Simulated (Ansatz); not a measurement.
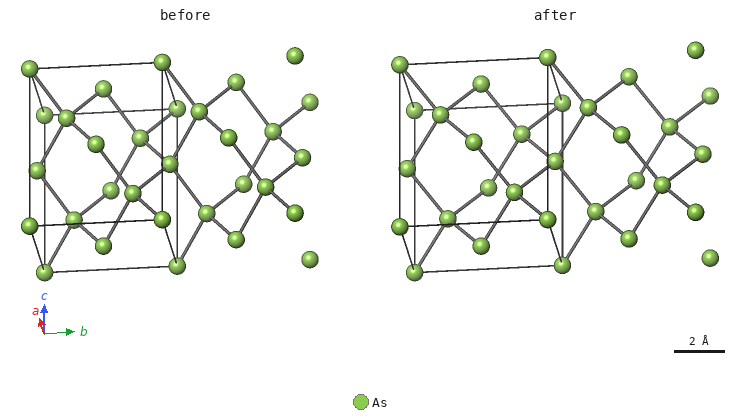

The structure of solid As (a generated structure, set up in Fddd) (coarse preliminary run) before (left) and after (right) a relaxation, at one scale.

A ball-and-stick model of the conventional cell (4 times the calculation's cell), repeated 1 × 2 × 1 with one cell outlined, seen from a free direction. Lengths and directions refer to the drawn axes.

Computed with DFT PBE, scalar-relativistic, plane waves, PAW in Ansatz 0.2.0. Settings: plane-wave cutoff 420 eV; k-point mesh 6 × 6 × 6; occupations gaussian; smearing width 0.1 eV; no spin polarisation; cell and atoms relaxed; force threshold 0.04 eV/Å; at most 70 steps.

Describe what moved and what it gained.

The energy falls by 110 meV per atom in 4 accepted moves (5 points after the start). All forces vanish by symmetry, so only the cell relaxes. Pressure: 10.16 GPa at the start and 0.12 GPa at the end. At 1 point the geometry stayed and the basis and grid were re-selected for the new cell (energy shift of 1.3 meV per atom at most each time). No atom moves by more than 0.005 Å relative to the cell. The volume changes by +13.1 %, with a 4.811 → 4.738 Å (−1.5 %), b 5.366 → 5.979 Å (+11.4 %), c 6.852 → 7.064 Å (+3.1 %). Among the contacts that change: As–As 2.486 → 2.599 Å. Bond angles that change, for instance: As–As–As 114.7° → 109.8°, As–As–As 122.1° → 125.8°. The space group stays Fddd (No. 70).
